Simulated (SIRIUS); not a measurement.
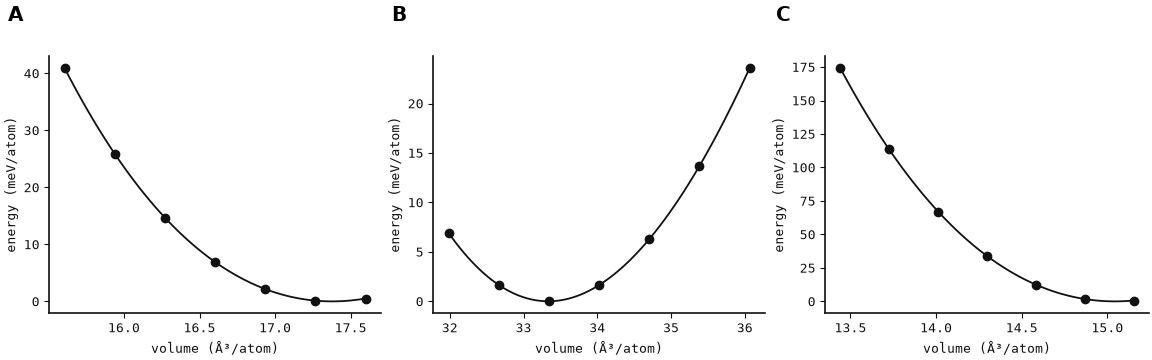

Each panel shows the energy against volume for one of these solids: Al, Fm-3m (No. 225); Tc, P6_3/mmc (No. 194); Y, P6_3/mmc (No. 194).

How it was computed, with SIRIUS 7.12.0: all-electron LAPW DFT, no spin polarisation; energies at scaled volumes of the given cell, shape and fractions fixed, counted from the fit's minimum, third-order Birch-Murnaghan fit. Level: BLYP.

Which panel belongs to which solid?

A is Al (energy from 0.13 meV/atom to 40.98 meV/atom, V0 17.38 Å³/atom, B0 58.5 GPa); B is Y (energy from 0.00 meV/atom to 23.61 meV/atom, V0 33.34 Å³/atom, B0 38 GPa); C is Tc (energy from 1 meV/atom to 174 meV/atom, V0 15.04 Å³/atom, B0 268 GPa).

For Tc, limits of the calculation: shape and atomic fractions are frozen while scaling, which makes layered, chain and framework solids too stiff.

For Y, limits of the calculation: shape and atomic fractions are frozen while scaling, which makes layered, chain and framework solids too stiff.
